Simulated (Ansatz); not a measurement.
## GW calculation, with input and output: BN

BN (F-43m, 2 atoms in the cell), computed with G0W0 on PBE, plane waves, norm-conserving pseudopotentials, no spin polarisation (Ansatz 0.2.0).

The structure was built on a prototype by a generator. The geometry comes from this level: r2SCAN. Figures and captions count atoms from 1; the log counts them from 0 in places.

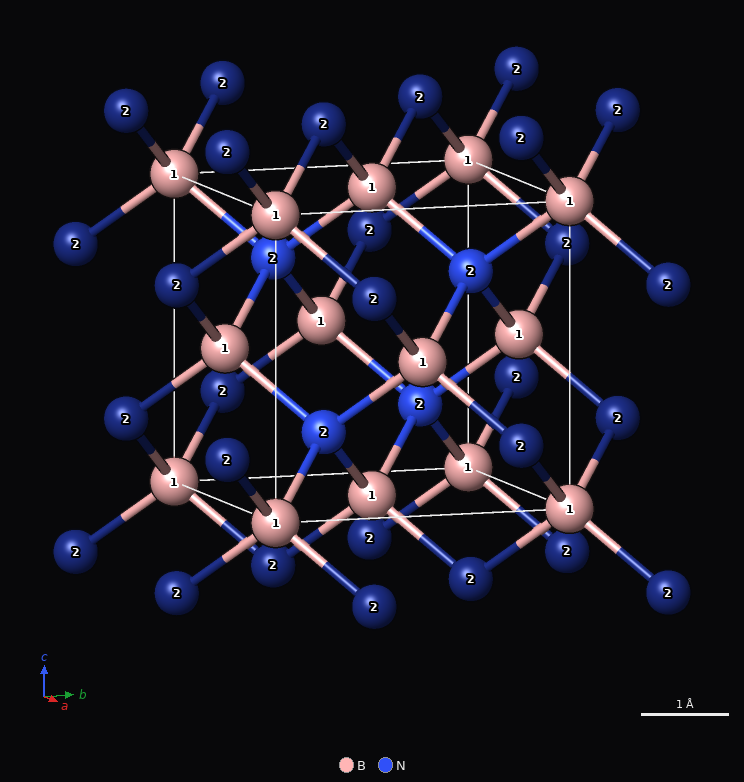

**Figure 1.** The input geometry (ball-and-stick view of the cell 4 times as large as that of the calculation, set on its symmetry axes, seen slightly off an axis; neighbours outside the cell are drawn fainter; atoms are numbered from 1 in the order of the input). Near neighbours in the crystal (not all of them lie inside the picture): B has 4 N at 1.56 Å; N has 4 B at 1.56 Å.

Input file
```yaml
crystal:
  lattice:
    - [0.0, 1.8048254679, 1.8048254679]
    - [1.8048254679, 0.0, 1.8048254679]
    - [1.8048254679, 1.8048254679, 0.0]
  atoms:
    - { symbol: B, position: [0.0, 0.0, 0.0] }
    - { symbol: "N", position: [0.25, 0.25, 0.25] }
kpoints:
  mp_grid: { grid: [6, 6, 6] }
hamiltonian:
  xc: pbe
  pseudopotentials: { kind: nc }
scf:
  occupations: { method: fixed }
gw:
  n_empty_bands: 44
  ecut_chi: 140
  qp_bands: [v2, c2]
  qp_kpoints: band_edges
  screening: { model: contour_deformation }
```

Run as:
```bash
ansatz run input.yaml --threads 2 --pin off --max-ram 3686MiB --backend cpu --events-out ev --progress --plain --runs-dir out
```

Log
```
Engine: ansatz 0.2.0, x86_64-unknown-linux-gnu
Pseudopotentials: kind: nc
Pseudopotential: B, nc, valence charge 3, recommended cutoff 1116 eV (normal), B.nc.azcp
Pseudopotential: N, nc, valence charge 5, recommended cutoff 1240 eV (normal), N.nc.azcp
Functional definition: PBE
  parameter kappa = 0.804
  parameter beta = 0.06672455060314922
  exchange = pbe_x(kappa = kappa, mu = beta*pi^2/3)
  correlation = pbe_c(beta = beta)
Crystal: 2 atoms, lattice volume = 11.758 Å³
Basis set: ecut = 1240 eV, 1211 PW (Γ)
Bands: 8, of which v1, the nominal top of the filled ones, is band 4 counted from 1 (3 counted from 0)
Symmetry: 24 space group operations
Space group: F-43m (ITA 216), of the structure as read, at distance tolerance 2.3e-5 Å
k-points: 16 of 216 (time reversal used)
Non-local potential: B, projectors of the file, l = 0: 2, l = 1: 2
Non-local potential: N, projectors of the file, l = 0: 2, l = 1: 2
Initial density: superposition of atomic densities (chi_scale 0.1, normalization cell, long waves kept (reshape's long-wave potential 0.00 eV rms))
Initial wavefunctions: pseudopotential atomic-orbital guess
Functional: x = pbe(κ = 0.804, μ = 0.2195149727645171), c = pbe(β = 0.06672455060314922)
SCF iter   1: F=—  HF=-378.618459 eV  |F-HF|=—  |Δ(HF+E_count)|=         —  Δρ=1.53e-1  dr2=2.17e0  ethr=3.10e-3  ⟨swp⟩=5.5  Hψ=894  notcnv=0  defer=23
preconditioner: auto → none  [insulator: Δε(μ)=5.754 eV  Ē_g=20.414 eV  n_scr=0 (ndim 8)  ℏωp=30.6 eV  f_vac=0.000  ε∞_Penn≈3.3]
SCF iter   2: F=—  HF=-377.997998 eV  |F-HF|=—  |Δ(HF+E_count)|=   6.20e-1  Δρ=6.26e-2  dr2=2.61e-1  ethr=3.10e-3  ⟨swp⟩=2.2  Hψ=370  notcnv=0  defer=26
SCF iter   3: F=—  HF=-377.942806 eV  |F-HF|=—  |Δ(HF+E_count)|=   5.52e-2  Δρ=2.27e-2  dr2=3.81e-2  ethr=3.10e-3  ⟨swp⟩=2.8  Hψ=196  notcnv=0  defer=25
SCF iter   4: F=—  HF=-377.938600 eV  |F-HF|=—  |Δ(HF+E_count)|=   4.21e-3  Δρ=2.97e-3  dr2=3.88e-4  ethr=4.77e-4  ⟨swp⟩=3.2  Hψ=233  notcnv=0  defer=27
SCF iter   5: F=—  HF=-377.938764 eV  |F-HF|=—  |Δ(HF+E_count)|=   1.64e-4  Δρ=2.59e-4  dr2=5.21e-6  ethr=4.85e-6  ⟨swp⟩=3.0  Hψ=229  notcnv=0  defer=27
SCF iter   6: F=-377.938763 eV  HF=-377.938763 eV  |F-HF|=1.00e-8  |Δ(HF+E_count)|=   1.38e-6  Δρ=2.33e-5  dr2=1.56e-8  ethr=1.25e-9  ⟨swp⟩=4.7  Hψ=714  notcnv=0
SCF 1 converged in 6 iterations: F = -377.938763 eV  dr2 = 1.56e-8
```

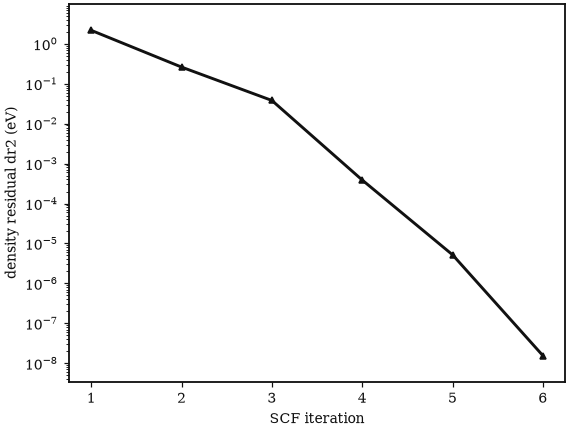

**Figure 2.** Convergence of the self-consistent field: density residual dr2 against the SCF iteration. The residual falls at every step.

```
NSCF: frozen V_eff on 16 k-points
G₀W₀ screening: q 1/16
G₀W₀ screening: q 2/16 (q-point 6)
G₀W₀ screening: q 3/16 (q-point 7)
G₀W₀ screening: q 4/16 (q-point 8)
G₀W₀ screening: q 5/16 (q-point 11)
G₀W₀ screening: q 6/16 (q-point 14)
G₀W₀ screening: q 7/16 (q-point 15)
G₀W₀ screening: q 8/16 (q-point 9)
G₀W₀ screening: q 9/16 (q-point 12)
G₀W₀ screening: q 10/16 (q-point 16)
G₀W₀ screening: q 11/16 (q-point 2)
G₀W₀ screening: q 12/16 (q-point 3)
G₀W₀ screening: q 13/16 (q-point 5)
G₀W₀ screening: q 14/16 (q-point 10)
G₀W₀ screening: q 15/16 (q-point 4)
G₀W₀ screening: q 16/16 (q-point 13)
G₀W₀ self-energy: k 1/8
G₀W₀ self-energy: k 2/8
G₀W₀ self-energy: k 3/8
G₀W₀ self-energy: k 4/8
G₀W₀ self-energy: k 5/8
G₀W₀ self-energy: k 6/8
G₀W₀ self-energy: k 7/8
G₀W₀ self-energy: k 8/8
NSCF: frozen V_eff on 1 k-points
NSCF: frozen V_eff on 1 k-points
SCF converged after 6 iterations
Free energy (F): -377.938763 eV
Harris-Foulkes:  -377.938763 eV  (|F-HF|=1.00e-8)
Internal energy: -377.938763 eV  (E = F + TS)
E sigma→0 (E₀):  -377.938763 eV
Fermi energy:    11.239542 eV
--- Per-component energies (eV) ---
  E_band       = 26.731068
  E_kinetic    = 263.606220
  E_local      = -183.467183  (includes V_loc(G=0)·N_el)
  E_nonlocal   = -14.806209
  E_hartree    = 49.220704
  E_xc         = -133.576562
  E_vxc        = -137.044001  (∫ρ·V_xc dr)
  E_ewald      = -358.915732
  E_smearing   = -0.000000  (= −TS)
  E_closure    = 0.000000  (closes the sum)
  Σ components = -377.938763   (vs F -377.938763, Δ=0.00e0)
--- Band table (eV; the first three rows and the last of 16) ---
  k-point 0: bands = ["-9.0456", "11.2395", "11.2395", "11.2395", "20.0891", "20.0891", "20.0891", "21.6699"]
  k-point 1: bands = ["-8.3737", "8.2185", "10.6163", "10.6163", "20.6299", "21.0048", "21.0048", "23.5512"]
  k-point 2: bands = ["-6.5031", "3.3444", "9.6717", "9.6717", "21.2083", "21.9265", "21.9265", "25.8351"]
  k-point 15: bands = ["-3.2048", "3.0228", "5.0199", "5.0597", "19.0306", "23.2952", "26.3919", "28.1013"]
--- G₀W₀: contour deformation, 6 samples at zero and on the imaginary axis and 2 off it, 216 q-points, 44 empty bands' worth ---
  eigenvalues of the whole cell's RPA ε∞ on this k-mesh (on a slab, of 1 + 4πα/V) = 4.4613, 4.4613, 4.4613; static W/v taken at q = 0 is 0.224152
  bands read: the sum over 48 bands ends inside a degenerate multiplet in 2 slots, whose members it reads at an even weight; the widest, k=0: bands 48 to 50 (counted from 1) at 1/3 each
  gw.qp_kpoints: band_edges: 8 of 16 stored k-points solved, in 1 pass; an edge of the gap read off the rows below is read off those points alone
    valence top: of the k-points left out ik 8 came nearest to being solved in a further pass, in band 4 (counted from 1, as in the quasiparticle table): it holds the edge there only if its correction is more favourable than any solved in that band by at least 0.859 eV; those differ by 0.450 eV
    conduction bottom: of the k-points left out ik 10 came nearest to being solved in a further pass, in band 5 (counted from 1, as in the quasiparticle table): it holds the edge there only if its correction is more favourable than any solved in that band by at least 1.781 eV; those differ by 0.611 eV
    ik  band        ε_KS         Σx   Σc(E_QP)       V_xc       Z   E_QP_lin       E_QP  E_QP is
     0     3     11.2395   -22.9195     2.8286   -19.2973  0.8266    10.4434    10.4460  root
     0     4     11.2395   -22.9195     2.8286   -19.2973  0.8266    10.4434    10.4460  root
     0     5     20.0891    -7.9113    -5.4307   -14.6787  0.8388    21.4344    21.4259  root
     0     6     20.0891    -7.9113    -5.4307   -14.6787  0.8388    21.4344    21.4259  root
     1     3     10.6163   -22.6758     2.9272   -18.8950  0.8255     9.7596     9.7627  root
     1     4     10.6163   -22.6758     2.9272   -18.8950  0.8255     9.7596     9.7627  root
     1     5     20.6299    -9.0284    -5.4738   -15.7302  0.8346    21.8654    21.8578  root
     1     6     21.0048    -8.0480    -5.6341   -15.0842  0.8340    22.4169    22.4068  root
     2     3      9.6717   -22.5945     3.1591   -18.4848  0.8228     8.7169     8.7210  root
     2     4      9.6717   -22.5945     3.1591   -18.4848  0.8228     8.7169     8.7210  root
     2     5     21.2083    -9.8002    -5.5542   -16.5049  0.8317    22.3658    22.3588  root
     2     6     21.9265    -7.8101    -5.8066   -15.0224  0.8315    23.3431    23.3322  root
     3     3      9.2910   -22.6258     3.2680   -18.3683  0.8215     8.2970     8.3016  root
     3     4      9.2910   -22.6258     3.2680   -18.3683  0.8215     8.2970     8.3016  root
     3     5     21.4504   -10.1050    -5.5770   -16.8036  0.8308    22.5786    22.5719  root
     3     6     21.9774    -7.6078    -5.7563   -14.7217  0.8335    23.3449    23.3349  root
     4     3      9.4815   -22.2666     3.1176   -18.1852  0.8231     8.5134     8.5177  root
     4     4      9.4815   -22.2666     3.1176   -18.1852  0.8231     8.5134     8.5177  root
     4     5     19.0239    -8.0954    -5.1994   -14.4300  0.8426    20.1648    20.1591  root
     4     6     22.5904    -8.4363    -5.9624   -15.9197  0.8252    24.1254    24.1115  root
     9     3      7.1889   -22.2206     3.6976   -17.3480  0.8144     6.0059     6.0140  root
     9     4      7.1889   -22.2206     3.6976   -17.3480  0.8144     6.0059     6.0140  root
     9     5     16.9570    -8.0376    -4.8013   -13.6982  0.8492    17.8190    17.8162  root
     9     6     21.5729    -7.8239    -5.3587   -14.1506  0.8429    22.5455    22.5410  root
    12     3      6.3132   -22.2939     3.9344   -17.1154  0.8100     5.0595     5.0692  root
    12     4      6.3132   -22.2939     3.9344   -17.1154  0.8100     5.0595     5.0692  root
    12     5     15.7074    -8.0085    -4.5533   -13.2879  0.8530    16.4355    16.4336  root
    12     6     20.4980    -7.9613    -5.1345   -13.9655  0.8481    21.3711    21.3677  root
    14     3      5.1595   -22.7162     4.3398   -16.9832  0.8020     3.7517     3.7664  root
    14     4      6.7230   -21.8211     3.7118   -16.8940  0.8136     5.4988     5.5076  root
    14     5     20.7518    -8.4428    -5.2958   -14.8651  0.8365    21.8848    21.8784  root
    14     6     23.0968    -7.9600    -6.0930   -15.3411  0.8251    24.3957    24.3849  root
```

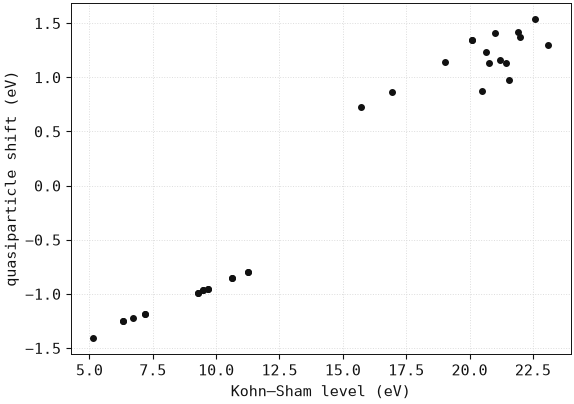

**Figure 3.** Quasiparticle corrections (linearised) against the Kohn–Sham levels, for the bands and k-points computed. On this mesh the gap goes from 4.47 to 5.99 eV.

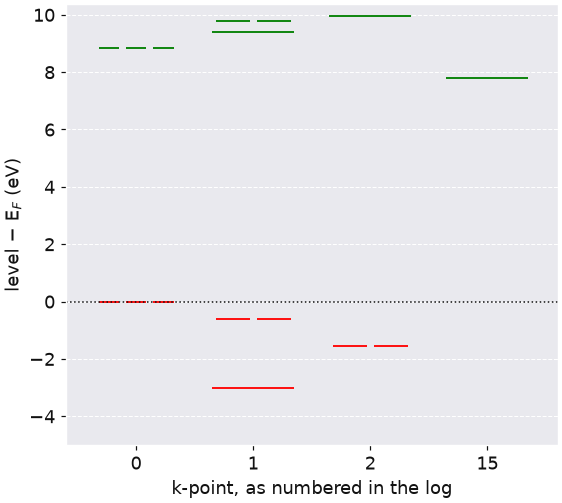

**Figure 4.** Kohn–Sham levels near the Fermi level (dotted) at the few k-points that the log prints; levels within 0.02 eV of each other stand side by side. Among these points the highest filled and lowest empty levels are 7.79 eV apart; the gap on the full mesh, 4.47 eV, has an edge at a point that isn't printed.

Key numbers

- outcome: converged
- space group (tolerance 0.01 Å): F-43m (216)
- electrons treated: 8
- free energy: −377.9388 eV
- Fermi energy: 11.240 eV
- gap on the k-point mesh: 4.47 eV
- quasiparticle gap on the mesh: 5.99 eV
- hardware: 2 threads of Intel Xeon (Sapphire Rapids), 64 GiB of memory available, shared host
- wall time: 10 s (CPU time 18 s)
- peak memory: 0.31 GiB

Remarks

The GW levels are not extrapolated in basis or mesh.
